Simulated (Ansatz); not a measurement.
Geometry relaxation of Mo (part 2 of 2)

Continued. System: Mo (Pm-3n, 8 atoms in the cell). Method: DFT PBEsol, scalar-relativistic, plane waves, PAW, no spin polarisation (Ansatz 0.2.0); cutoff 420 eV, 4×4×4 k-mesh, Gaussian smearing of 0.1 eV. The structure was built on a prototype by a generator; it need not be a known phase. It belongs to a series of runs on one base structure; here: beta-tungsten (A15) type (Pm-3n, No. 223).

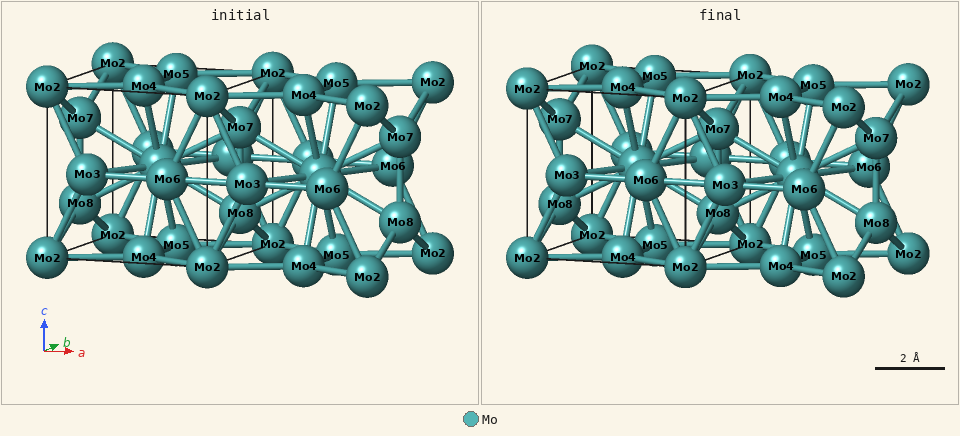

Before (left) and after (right) the relaxation, at one scale (ball-and-stick view of the cell of the calculation, repeated 2 × 1 × 1, seen slightly off an axis). The atoms keep their places relative to the cell (all moves are under 0.005 Å). The drawn cell changes as follows: a = b = c 5.051 → 4.994 Å (−1.1 %); the volume changes by −3.3 %. Among the contacts that change: Mo1–Mo3 2.823 → 2.792 Å, Mo3–Mo6 2.525 → 2.497 Å. The space group stays Pm-3n (No. 223). The energy falls by 14.7 meV per atom in 3 geometry steps. All forces vanish by symmetry, so only the cell relaxes. Pressure: −8.56 GPa at the start and 0.07 GPa at the end. The line search rejected the trial step at point 1 (counted from 0) and went back. A last SCF at the same geometry on a re-selected plane-wave basis shifts the energy by +0.1 meV per atom. (Atoms are counted from 1 in the order of the input.)

```
basis re-selected at this cell: Δ(F+E_penalty+E_count) = +7.462e-4 eV, ΔP = +0.003 GPa vs the last step (what re-selecting the basis moved, of the pressure what is left beyond the Pulay correction that the steps carried, after the strain that the cell walked since its last selection, with what the two solves' SCF thresholds leave and, on support functions, any second-order correction that the steps lacked; it is no measure of the basis error at this ecutwfc). This SCF's stress stands 6.93e-2 GPa from its target on what of the cell is left free (relax.cell.stress_tol is 4.00e-1 GPa) and its largest allowed force component is 1.85e-17 eV/Å (relax.f_tol is 4.00e-2 eV/Å): within both
SCF converged after 7 iterations
Free energy (F): -39178.964841 eV
Harris-Foulkes:  -39178.964841 eV  (|F-HF|=0.00e0)
Internal energy: -39178.940256 eV  (E = F + TS)
E sigma→0 (E₀):  -39178.952549 eV
Entropy (-TS):   -0.024585 eV (-3.073 meV/atom)
Fermi energy:    20.867651 eV
--- Per-component energies (eV) ---
  E_band       = -442.405098
  E_kinetic    = 3530.644190
  E_local      = -6318.165887  (includes V_loc(G=0)·N_el)
  E_nonlocal   = 1156.991300
  E_hartree    = 2089.607633
  E_xc         = -1460.529373
  E_vxc        = -1829.484922  (∫ρ·V_xc dr)
  E_paw        = -25150.786728  (= ΣΔE_a)
  E_vpaw       = -1161.605319  (= ΣTr[D̂ρ^β])
  E_aug_tail   = 0.000276  (compensation charges beyond the density's cutoff)
  E_ewald      = -13028.376061
  E_core_change = 1.674395  (= ΣΔE_core)
  E_smearing   = -0.024585  (= −TS)
  E_closure    = 0.000000  (closes the sum)
  Σ components = -39178.964841   (vs F -39178.964841, Δ=0.00e0)
--- Forces (eV/Å), atoms counted from 1 ---
  atom   1  Mo    -0.00000000     0.00000000    -0.00000000
  atom   2  Mo     0.00000000     0.00000000     0.00000000
  atom   3  Mo     0.00000000     0.00000000     0.00000000
  atom   4  Mo    -0.00000000     0.00000000    -0.00000000
  atom   5  Mo     0.00000000    -0.00000000     0.00000000
  atom   6  Mo    -0.00000000    -0.00000000    -0.00000000
  atom   7  Mo     0.00000000     0.00000000    -0.00000000
  atom   8  Mo    -0.00000000    -0.00000000     0.00000000
  max |Σ_I F_I| component: 4.63e-18 eV/Å
--- Stress (GPa, compression-positive) ---
        0.069346       0.000000      -0.000000
        0.000000       0.069346       0.000000
       -0.000000       0.000000       0.069346
  P = ⅓ Tr σ = 0.0693 GPa (0.693 kbar)
--- Band table (eV; the first three rows and the last of 10) ---
  k-point 0: bands = ["-40.2089", "-40.0811", "-40.0811", "-39.8146", "-39.8146", "-39.8146", "-39.6432", "-39.6015", "-15.2168", "-15.2168", "-15.0402", "-14.6620", "-14.6620", "-14.6620", "-14.2624", "-14.2624", "-14.2624", "-13.9965", "-13.9965", "-13.9965", "-13.8692", "-13.8692", "-13.8692", "-13.5279", "-13.5279", "-13.5279", "-13.5215", "-13.5215", "-13.5215", "-13.1590", "-13.1590", "-13.1590", "13.8045", "15.9711", "15.9711", "16.6692", "16.6692", "16.6692", "17.1532", "17.2049", "17.6372", "17.6372", "17.6372", "18.1525", "18.1966", "18.1966", "18.1966", "18.9594", "18.9594", "19.3239", "19.3239", "19.8484", "19.8484", "19.8484", "20.2562", "20.2562", "20.2562", "22.0090", "22.0090", "22.0090", "22.0440", "22.0440", "22.0440", "22.4095", "22.4095", "23.1458", "23.1458", "24.0441"]
  k-point 1: bands = ["-40.1809", "-40.0919", "-40.0513", "-39.8627", "-39.8146", "-39.8146", "-39.6374", "-39.6091", "-15.2285", "-15.1592", "-14.8732", "-14.6434", "-14.6434", "-14.5142", "-14.3332", "-14.3332", "-14.1605", "-13.9780", "-13.9568", "-13.9568", "-13.8999", "-13.8999", "-13.8880", "-13.6870", "-13.5872", "-13.5087", "-13.5087", "-13.4885", "-13.4885", "-13.4537", "-13.1648", "-13.1648", "14.3352", "15.7179", "16.3595", "16.3817", "16.7720", "16.7720", "17.1718", "17.3775", "17.3775", "17.6273", "17.6353", "17.6795", "18.0044", "18.4038", "18.4038", "18.8671", "19.3061", "19.4370", "19.5416", "19.5416", "19.7277", "19.9231", "20.4461", "20.4461", "20.7305", "20.8063", "21.6850", "21.6850", "21.9520", "22.4801", "22.6305", "22.6305", "22.7451", "22.8448", "23.9162", "24.1097"]
  k-point 2: bands = ["-40.1277", "-40.1277", "-39.9656", "-39.9656", "-39.8146", "-39.8146", "-39.6248", "-39.6248", "-15.2096", "-15.2096", "-14.6263", "-14.6263", "-14.3775", "-14.3775", "-14.2478", "-14.2478", "-14.1681", "-14.1681", "-13.9994", "-13.9994", "-13.9332", "-13.9332", "-13.8688", "-13.8688", "-13.7343", "-13.7343", "-13.4891", "-13.4891", "-13.4598", "-13.4598", "-13.1712", "-13.1712", "15.5419", "15.5419", "15.9139", "15.9139", "16.8853", "16.8853", "17.1030", "17.1030", "17.2851", "17.2851", "17.8014", "17.8014", "18.5383", "18.5383", "18.6829", "18.6829", "19.5177", "19.5177", "19.6975", "19.6975", "20.0146", "20.0146", "20.2476", "20.2476", "21.1253", "21.1253", "21.3851", "21.3851", "21.6346", "21.6346", "22.3996", "22.3996", "23.2587", "23.2587", "23.5140", "23.5140"]
  k-point 9: bands = ["-39.9649", "-39.9649", "-39.9649", "-39.9649", "-39.9649", "-39.9649", "-39.6438", "-39.6438", "-14.4532", "-14.4532", "-14.4532", "-14.4532", "-14.4532", "-14.4532", "-14.3065", "-14.3065", "-14.0056", "-14.0056", "-14.0056", "-14.0056", "-14.0056", "-14.0056", "-13.9380", "-13.9380", "-13.9380", "-13.9380", "-13.6088", "-13.6088", "-13.6088", "-13.6088", "-13.6088", "-13.6088", "16.5946", "16.5946", "16.5946", "16.5946", "16.5946", "16.5946", "17.6059", "17.6059", "17.6625", "17.6625", "17.6625", "17.6625", "18.5606", "18.5606", "18.5606", "18.5606", "18.5606", "18.5606", "19.9082", "19.9082", "19.9082", "19.9082", "19.9082", "19.9082", "21.7733", "21.7733", "21.7733", "21.7733", "21.7733", "21.7733", "23.4849", "23.4849", "23.4849", "23.4849", "23.4849", "23.4849"]
--- Relaxed structure (4 steps of the walk, 3 accepted, 1 SCFs on fresh bases) ---
  F+E_penalty+E_count = -39178.96484100 eV   max|allowed force component| = 1.847e-17 eV/Å   (the final SCF, on the basis selected at the relaxed cell)
  cell:  # Å, volume = 124.5606 Å³
    - [4.994134930579298, -4.81482486096809e-35, 1.2839532962581572e-34]
    - [2.086424106419506e-34, 4.994134930579298, 0.0]
    - [1.2839532962581572e-34, -6.419766481290786e-35, 4.994134930579298]
  atoms:
    - { symbol: Mo, position: [0.5, 0.5, 0.5] }
    - { symbol: Mo, position: [-2.507322917941461e-36, -1.998410840537501e-36, 2.3312207204251514e-37] }
    - { symbol: Mo, position: [0.25, 2.4415367225697294e-35, 0.5] }
    - { symbol: Mo, position: [0.5, 0.25, 4.317219071269866e-37] }
    - { symbol: Mo, position: [0.5, 0.75, 4.317219071269866e-37] }
    - { symbol: Mo, position: [0.75, -2.801498923660335e-35, 0.5] }
    - { symbol: Mo, position: [1.6632736188324554e-36, 0.5, 0.75] }
    - { symbol: Mo, position: [8.812867681873452e-36, 0.5, 0.25] }
```

The run was set up as follows.

### The input
```yaml
crystal:
  lattice:
    - [5.0508023447, 0.0, 0.0]
    - [0.0, 5.0508023447, 0.0]
    - [0.0, 0.0, 5.0508023447]
  atoms:
    - { symbol: Mo, position: [0.5, 0.5, 0.5] }
    - { symbol: Mo, position: [0.0, 0.0, 0.0] }
    - { symbol: Mo, position: [0.25, 0.0, 0.5] }
    - { symbol: Mo, position: [0.5, 0.25, 0.0] }
    - { symbol: Mo, position: [0.5, 0.75, 0.0] }
    - { symbol: Mo, position: [0.75, 0.0, 0.5] }
    - { symbol: Mo, position: [0.0, 0.5, 0.75] }
    - { symbol: Mo, position: [0.0, 0.5, 0.25] }
basis:
  ecutwfc: 420
kpoints:
  mp_grid: { grid: [4, 4, 4] }
hamiltonian:
  xc: pbesol
scf:
  occupations: { method: gaussian, width: 0.1 }
  lower_state_search: "off"
output:
  forces: true
  stress: true
  eigenvalues: true
relax:
  adjacent_minimum: "off"
  f_tol: 0.04
  max_steps: 70
  cell: { stress_tol: 0.4 }
```

### Key numbers

- outcome: converged
- space group (tolerance 0.01 Å): Pm-3n (223)
- electrons treated: 112
- free energy: −39178.9648 eV
- Fermi energy: 20.868 eV
- gap on the k-point mesh: none (metallic)
- pressure: 0.07 GPa
- final volume: 124.56 Å³
- largest force (length of the vector) at the end: under 0.001 eV/Å
- final cell: a = 4.994 Å, b = 4.994 Å, c = 4.994 Å, α = 90.00°, β = 90.00°, γ = 90.00°
- hardware: 1 thread of an x86-64 CPU, shared host
- wall time: 26 s
- peak memory: 0.55 GiB
